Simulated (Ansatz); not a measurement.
Cell and atoms:

```cif
data_structure
_symmetry_space_group_name_H-M 'P 63 m c'
_symmetry_Int_Tables_number 186
_cell_length_a 3.2520
_cell_length_b 3.2520
_cell_length_c 5.2483
_cell_angle_alpha 90.000
_cell_angle_beta 90.000
_cell_angle_gamma 120.000
_cell_volume 48.07
loop_
_atom_site_label
_atom_site_type_symbol
_atom_site_symmetry_multiplicity
_atom_site_Wyckoff_symbol
_atom_site_fract_x
_atom_site_fract_y
_atom_site_fract_z
_atom_site_occupancy
Co1 Co 2 b 0.33333 0.66667 0.00073 1
O1 O 2 b 0.33333 0.66667 0.37427 1
```

Q: Say what kind of structure these coordinates give.

A: The material is CoO. Space group P6_3mc (No. 186), lattice primitive hexagonal. This arrangement goes by the name wurtzite. The cell has 4 atoms, namely 2 Co, 2 O. Co is linked to four O in a tetrahedral arrangement at 1.96 to 1.99 Å. Each O has four Co in a tetrahedral arrangement at 1.96 to 1.99 Å. The bonds build a three-dimensional framework.

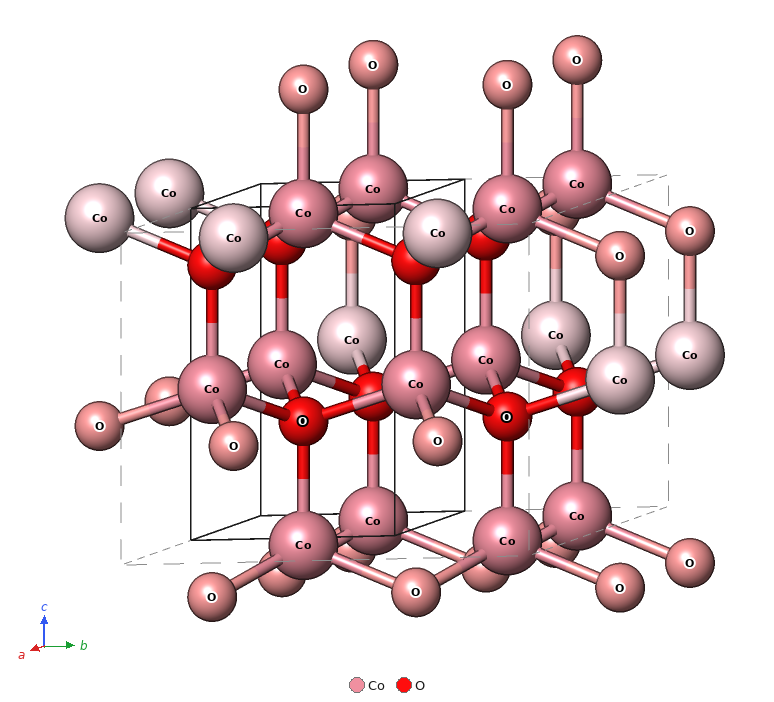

Ball-and-stick representation of a periodic structure, projected slightly off an axis. One conventional unit cell is drawn solid; the view covers 2×2×1 cells. Bonded atoms from the next cells complete the picture, in fainter colours. Colours: cobalt pink, oxygen red.

Starting structure: a structure listed in the Materials Project. Earlier steps of the study may have refined or changed the cell and positions. It went into a calculation with Ansatz.

At this level of theory the cell isn't at rest (compressed, at 4 GPa), so its distances can differ from those at equilibrium, the more so the softer the solid.
